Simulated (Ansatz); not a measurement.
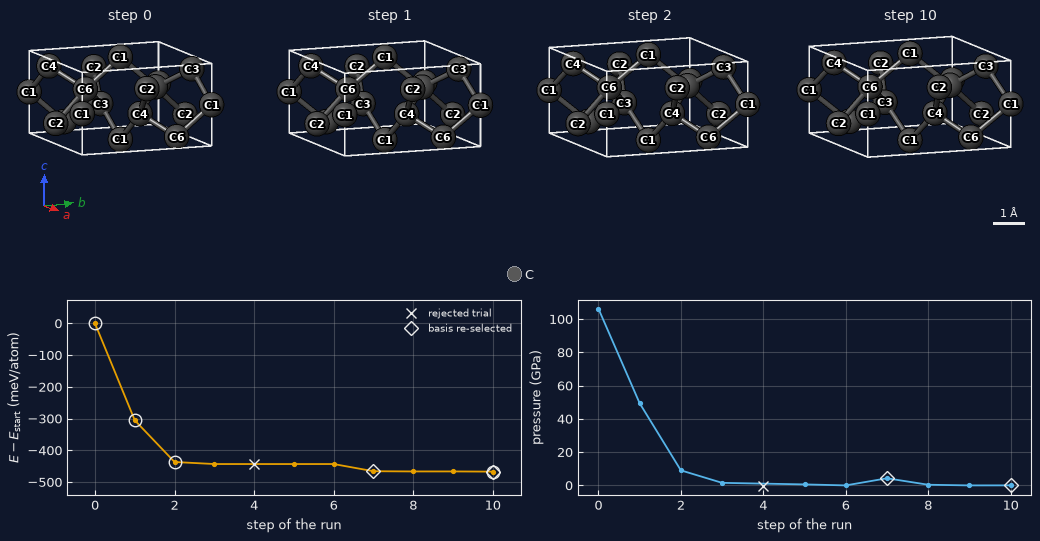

Frames of a relaxation of crystalline C (a generated structure, set up in I4_122) (coarse preliminary run), marked on the history of the run. The picture is a ball-and-stick view of the conventional cell (2 times the calculation's cell), seen slightly off an axis. Lengths and directions refer to the drawn axes.

Method: Ansatz 0.2.0, DFT PBE, scalar-relativistic, plane waves, PAW.

The input:
```yaml
crystal:
  lattice:
    - [-2.28188775, 2.28188775, 1.36457302]
    - [2.28188775, -2.28188775, 1.36457302]
    - [2.28188775, 2.28188775, -1.36457302]
  atoms:
    - { symbol: C, position: [0.5, 0.5, 0.0] }
    - { symbol: C, position: [0.25, 0.75, 0.5] }
    - { symbol: C, position: [0.82517507, 0.625, 0.70017507] }
    - { symbol: C, position: [0.92482493, 0.125, 0.29982493] }
    - { symbol: C, position: [0.375, 0.17482493, 0.29982493] }
    - { symbol: C, position: [0.875, 0.07517507, 0.70017507] }
basis:
  ecutwfc: 420
kpoints:
  mp_grid: { grid: [8, 8, 8] }
hamiltonian:
  xc: pbe
scf:
  occupations: { method: gaussian, width: 0.1 }
  lower_state_search: "off"
output:
  forces: true
  stress: true
  eigenvalues: true
relax:
  adjacent_minimum: "off"
  f_tol: 0.04
  max_steps: 70
  cell: { stress_tol: 0.4 }
```

Launched with:
```bash
ansatz run input.yaml --threads 1 --pin off --max-ram 2560MiB --backend cpu --events-out ev --progress --plain --runs-dir out
```

Q: What happens along the run?

A: The largest moves relative to the cell, 0.11 Å, are those of C3, C4, C5 and C6. C4 goes along +b. Cell: a = b 4.564 → 5.046 Å (+10.6 %), c 2.729 → 2.871 Å (+5.2 %). Volume +28.6 %. Near-neighbour distances that change, for instance: C3–C5 2.052 → 2.405 Å, C1–C3 1.549 → 1.697 Å. Bond angles that change, for instance: C3–C2–C5 102.7° → 94.9°, C1–C4–C2 163.1° → 155.4°, C3–C2–C6 130.7° → 136.0°. The space group stays I4_122 (No. 98). The energy falls by 467 meV per atom in 7 accepted moves (10 points after the start). Largest force component: 2.3 eV/Å at the start, 0.0004 eV/Å at the end. Pressure: 106.32 GPa at the start and 0.02 GPa at the end. The line search rejected the trial step at point 4 of the run. At 2 points the geometry stayed and the basis and grid were re-selected for the new cell (energy shift of 22.6 meV per atom at most each time). The run took 2.3 min on 1 thread of Intel(R) Xeon(R) Processor @ 2.50GHz (Skylake/Cascade Lake), on a shared host, peak memory 0.35 GiB. From step 0 to 1: C atoms move most (0.04 Å), volume +10.4 %, energy −305 meV per atom. From step 1 to 2: C atoms move most (0.05 Å), volume +11.2 %, energy −131 meV per atom. From step 2 to 10: C atoms move most (0.02 Å), volume +4.8 %, energy −30.3 meV per atom.

```
step  E − E(0), meV/atom  largest force component, eV/Å  pressure, GPa  volume, Å³/atom                      note
   0                0.00                         2.3286         106.32            4.737                          
   1             -305.26                         1.6979          49.45            5.230                          
   2             -436.56                         0.4210           9.06            5.814                          
   3             -442.98                         0.0091           1.54            5.974                          
   4             -442.82                         0.1721          -0.63            5.999                  rejected
   5             -443.02                         0.0125           0.60            5.991                          
   6             -442.98                         0.0004           0.00            6.003                          
   7             -465.61                         0.0074           4.28            6.003  same geometry, new basis
   8             -466.33                         0.0013           0.40            6.083                          
   9             -466.28                         0.0002           0.00            6.091                          
  10             -466.88                         0.0004           0.02            6.091  same geometry, new basis
```
